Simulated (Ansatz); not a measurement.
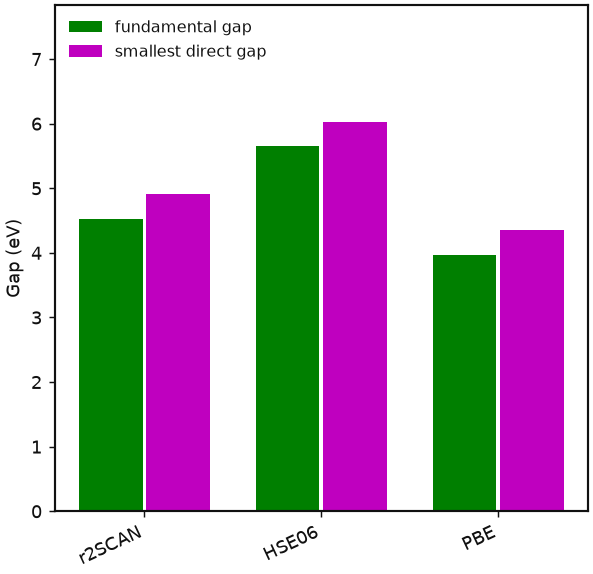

Gaps of ZrO₂, space group P4_2/nmc, 6 atoms in the cell, hydrostatic strain −4.8%, at several levels of theory on one cell (Ansatz, plane waves and PAW; edges over the mesh and the special points).

> How does the gap depend on the level, and does its kind change?

In rising order: PBE 3.96 eV, r2SCAN 4.52 eV and HSE06 5.65 eV. It is indirect at every level.
